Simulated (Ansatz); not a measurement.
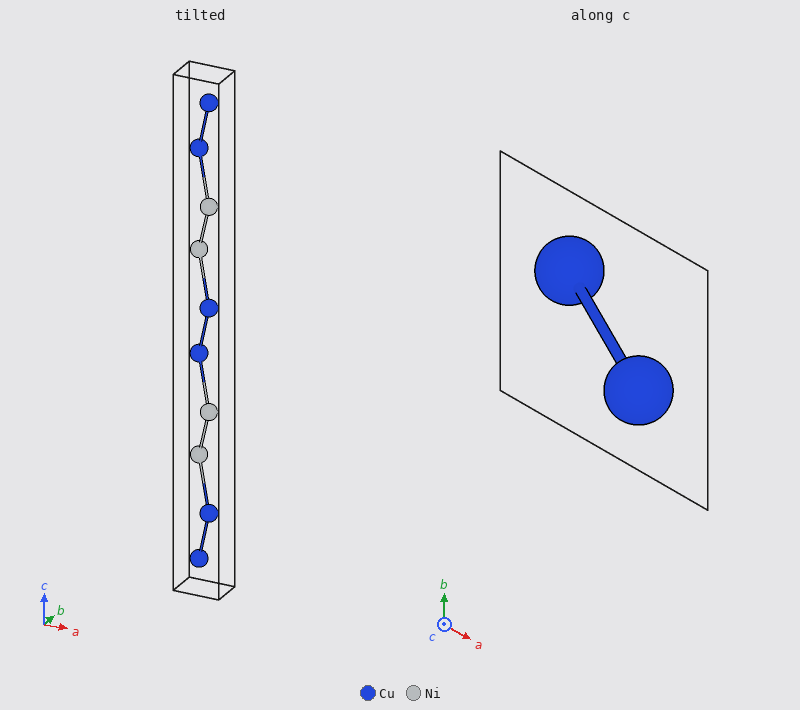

Ball-and-stick representation of a periodic structure, projected slightly off an axis and along the c axis. The lines enclose the conventional unit cell; boundary atoms appear with their images. Cell: a = 2.52 Å, b = 2.52 Å, c = 20.85 Å, α = 90.00°, β = 90.00°, γ = 120.00°.

The initial geometry was a structure type filled with these elements by a generator (whether the compound takes this form wasn't checked). Earlier steps of the study, as a rule a relaxation of our own, may have changed the cell and positions, so they can lie some per cent off the listed ones. It went into a calculation with Ansatz.

Question: Summary of the structure:

Answer: The material is Cu3Ni2. It is primitive hexagonal, space group P-3m1 (No. 164). Cell content 6 Cu, 4 Ni; Z = 2. The coordination shell of Ni holds nine Ni and three Cu in an anticuboctahedral arrangement (about 2.5 Å to Ni, 2.5 Å to Cu). Cu takes three kinds of site: 2d with nine Cu and three Ni in an anticuboctahedral arrangement (about 2.5 to 2.6 Å to Cu, 2.5 Å to Ni); 2d with twelve Cu in an anticuboctahedral arrangement at about 2.5 to 2.6 Å; 2d with nine Cu and three Ni in an anticuboctahedral arrangement (about 2.5 to 2.6 Å to Cu, 2.5 Å to Ni). The bonds build a three-dimensional framework.

Method used: DFT r2SCAN, scalar-relativistic, plane waves, PAW in Ansatz. It ran with E_cut = 500 eV, k-points on an 18×18×2 grid, Gaussian smearing of 0.1 eV, no spin polarisation (a spin-restricted run, not always the ground state).

Question: Is it a metal or an insulator at this level of theory?

Answer: A metal: bands cross the Fermi level.

Question: State the Bader charges by element.

Answer: Cu +0.02 e; Ni -0.03 e.

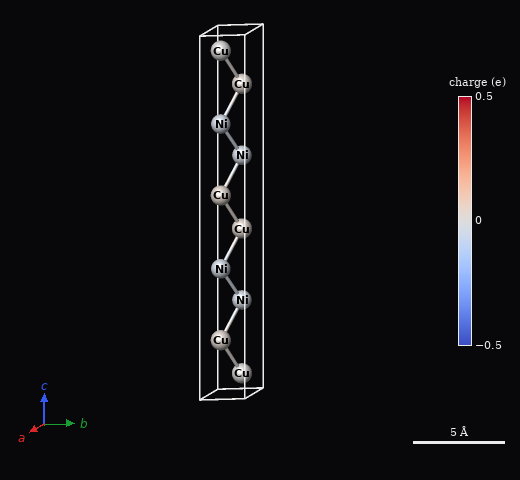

The atoms coloured by those charges. The run's cell of 10 atoms is drawn.

Question: Is this an equilibrium geometry for the method given?

Answer: No. The largest force is 0.03 eV/Å. The pressure is -7.3 GPa, so the cell would contract.
